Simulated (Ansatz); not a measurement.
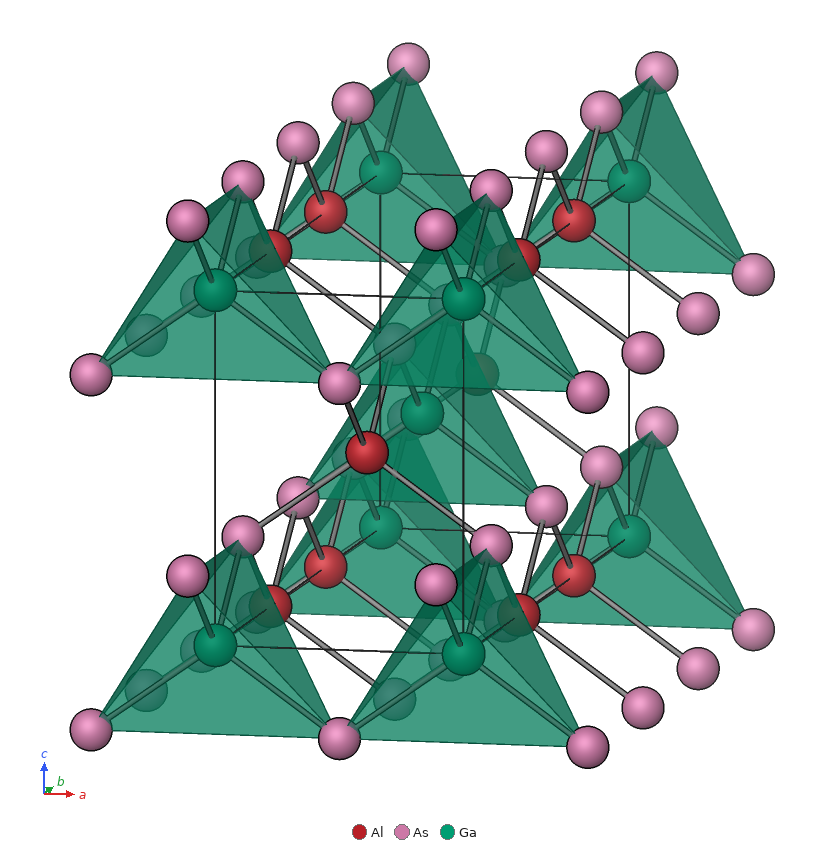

We look at a polyhedral model of the crystal slightly off an axis. The frame is the conventional unit cell; atoms at its boundary are shown with their periodic copies. A few atoms beyond the faces are included.

Al$_{2}$GaAs$_{3}$, space group Imm2 (No. 44), a = 4.014 Å, b = 12.040 Å, c = 5.673 Å, α = 90.00°, β = 90.00°, γ = 90.00°. Source of the structure: a structure type filled with these elements by a generator (whether the compound takes this form wasn't checked). Earlier steps of the study, as a rule a relaxation of our own, may have changed the cell and positions, so they can lie some per cent off the listed ones. It was the input of a calculation with Ansatz.

This one geometry was computed with Ansatz (DFT, plane waves, PAW) at five levels of theory: HSE06, r2SCAN, PBE0, PBE and PBE with spin-orbit coupling. It was relaxed beforehand with r2SCAN.

Q: Which level gives the highest pressure at this volume, and what does that say about its equilibrium volume?

A: Highest: PBE (2.2 GPa) and PBE with spin-orbit coupling (2.2 GPa), which points to the largest equilibrium volume. Lowest, with the smallest volume: HSE06 (0.4 GPa), r2SCAN (0.0 GPa) and PBE0 (0.2 GPa). Levels within 0.5 GPa of each other can't be told apart.

Q: How does the band gap change with the level of theory?

A: PBE with spin-orbit coupling: a gap of 1.34 eV, direct; PBE: a gap of 1.44 eV, direct; r2SCAN: a gap of 1.80 eV, indirect; HSE06: a gap of 2.08 eV, indirect; PBE0: a gap of 2.72 eV, indirect.

Q: Collect the results in a table.

A:
| level | cutoff (eV) | k-mesh of the run's cell | gap (eV) | pressure (GPa) |
| --- | --- | --- | --- | --- |
| HSE06 | 420 | 4×4×4 | 2.08 | 0.4 |
| r2SCAN | 500 | 8×8×8 | 1.80 | 0.0 |
| PBE0 | 420 | 4×4×4 | 2.72 | 0.2 |
| PBE | 420 | 8×8×8 | 1.44 | 2.2 |
| PBE with spin-orbit coupling | 420 | 8×8×8 | 1.34 | 2.2 |

Gaps are taken on the k-mesh or band path of each run.
